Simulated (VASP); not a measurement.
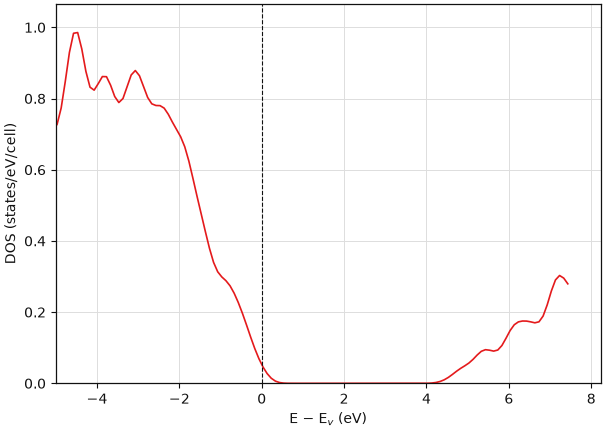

Density of states. Energies are counted from the top of the valence band. The DOS curve is built from the levels of the k mesh with Gaussians 0.55 eV wide, which also blur the band edges; ripples of that width can come from the mesh.

System: zincblende BN, space group F-43m (No. 216), 2 atoms in the primitive cell.

```cif
data_structure
_symmetry_space_group_name_H-M 'P 1'
_symmetry_Int_Tables_number 1
_cell_length_a 2.5503
_cell_length_b 2.5503
_cell_length_c 2.5503
_cell_angle_alpha 60.000
_cell_angle_beta 60.000
_cell_angle_gamma 60.000
_cell_volume 11.73
loop_
_atom_site_label
_atom_site_type_symbol
_atom_site_fract_x
_atom_site_fract_y
_atom_site_fract_z
_atom_site_occupancy
B1 B 0.00000 0.00000 0.00000 1
N1 N 0.25000 0.25000 0.25000 1
```

Computed with VASP 6.6.1: PBE, VASP PAW PBE potentials, release 64 (B, N), no spin polarisation, no spin-orbit coupling, 14×14×14 k mesh, 520 eV cutoff.

Q: Metal or insulator, going by the density of states?

A: There is a gap; over the k points computed it is 4.47 eV (indirect; the smallest direct gap on the k mesh is 8.85 eV).

LDA, GGA and most meta-GGA functionals understate gaps. The cell is at 6 GPa in this functional. The usual form of BN is layered hexagonal. The cell was derived from a database entry in an earlier step, so it needn't be the measured one.
